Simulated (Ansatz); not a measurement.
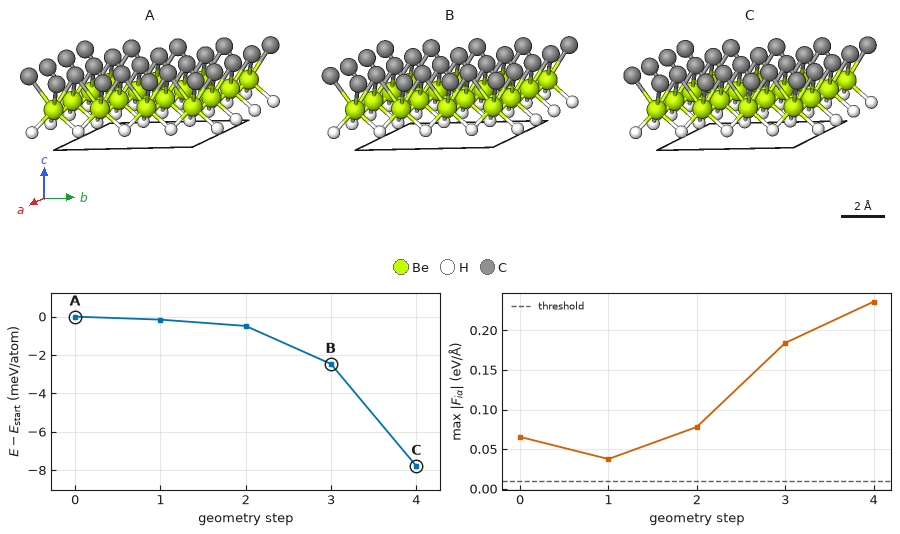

Frames of a relaxation of a free-standing layer of BeHC (a generated structure, set up in P3m1), marked on the history of the run. Style: ball-and-stick. Shown: the 3 × 3 repeat of the cell, outlined in the plane, without the vacuum, slightly off an axis.

Theory: Ansatz, DFT PBE, scalar-relativistic, plane waves, PAW; settings changed.

Input
```yaml
crystal:
  lattice:
    - [2.173959665, 0.0, 0.0]
    - [-1.0869798325, 1.8827042967, 0.0]
    - [0.0, 0.0, 27.54616512]
  atoms:
    - { symbol: Be, position: [0.0, 0.0, 0.2803967375] }
    - { symbol: H, position: [0.3333333333, 0.6666666667, 0.2467272231] }
    - { symbol: C, position: [0.6666666667, 0.3333333333, 0.3343389653] }
  periodic: [true, true, false]
basis:
  ecutwfc: 420
kpoints:
  mp_grid: { grid: [36, 36, 1], shift: [0.5, 0.5, 0.0] }
hamiltonian:
  xc: pbe
scf:
  occupations: { method: gaussian, width: 0.1 }
output:
  forces: true
  eigenvalues: true
  stress: true
relax:
  adjacent_minimum: "off"
  f_tol: 0.01
  max_steps: 80
  cell: { stress_2d_tol: 0.02 }
```

Run as
```bash
ansatz run input.yaml --threads 1 --pin off --max-ram 2048MiB --backend cpu --events-out ev --progress --plain --runs-dir out
```

Describe the path.

Answer. The run was cut off at its time limit before the relaxation converged, so the last structure is only a point on the way. After 4 geometry steps the energy has fallen by 7.8 meV per atom. Largest force component: 0.066 eV/Å at the start, 0.24 eV/Å at the end. The atom that moves furthest relative to the cell and the layer's centre is C3 (0.025 Å along the normal (+c)). By element the largest moves are C 0.025 Å, H 0.020 Å, Be 0.009 Å. In the plane the drawn cell goes a 6.522 → 6.409 Å (−1.7 %), b 6.522 → 6.409 Å (−1.7 %). Among the contacts that change: Be1–H2 1.561 → 1.531 Å, Be1–C3 1.945 → 1.970 Å, Be1–H2 (another image) 1.561 → 1.575 Å. Among the angles between lasting bonds that change: H2–Be1–C3 101.2° → 103.3°. The program noted that it reset the height of the cell. Cost: 3.3 min on 1 thread of Intel(R) Xeon(R) Platinum 8488C (Sapphire Rapids) (shared host), peak memory 0.87 GiB. From step 0 to 3: C3 moves most (0.02 Å), energy −2.5 meV per atom. From step 3 to 4: energy −5.3 meV per atom.
